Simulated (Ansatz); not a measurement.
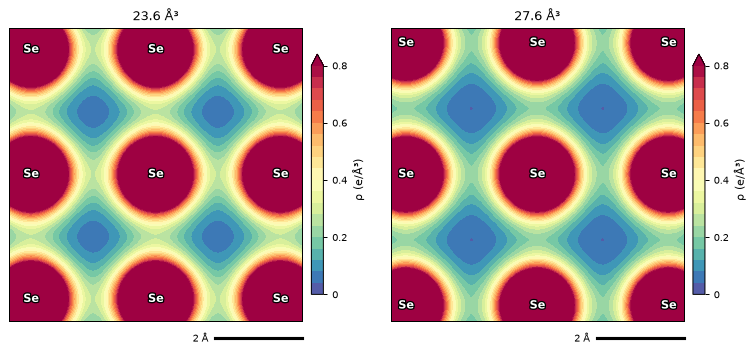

Se. The valence charge density (pseudo) of cells scaled evenly to different volumes (given per atom above each panel), on the (001) plane of each (indices in the axes of the cell below), at one length scale and on one colour scale.

A generated structure, not necessarily the stable one.

Level of theory: DFT, BLYP, plane waves (420 eV) with PAW, scalar-relativistic (Ansatz).

Core electrons are frozen (PAW), and the valence fields are smoothed inside the atomic spheres.

The largest cell:

```yaml
crystal:
  lattice:
    - [3.02064, 0.00000, 0.00000]
    - [0.00000, 3.02064, 0.00000]
    - [0.00000, 0.00000, 3.02064]
  atoms:
    - { symbol: Se, position: [0.00000, 0.00000, 0.00000] }
```

| volume (Å³/atom) | Se–Se contact in the plane (Å) | ρ at its midpoint (e/Å³) | pressure (GPa) | 
| --- | --- | --- | --- |
| 23.62 | 2.869 | 0.276 | 2.6 | 
| 26.58 | 2.984 | ? | ? | 
| 27.56 | 3.021 | 0.206 | −4.8 | 

What values belong in the row with question marks?

Answer. Over the known rows ln ρ falls by 1.92 per Å of Se–Se distance (the line through the two), which gives 0.221 e/Å³ at 2.984 Å; the calculation gives 0.228 e/Å³. For the pressure, a straight line in volume between the neighbouring rows gives −3.0 GPa; the calculation gives −3.6, lower because pressure rises ever faster on compression.
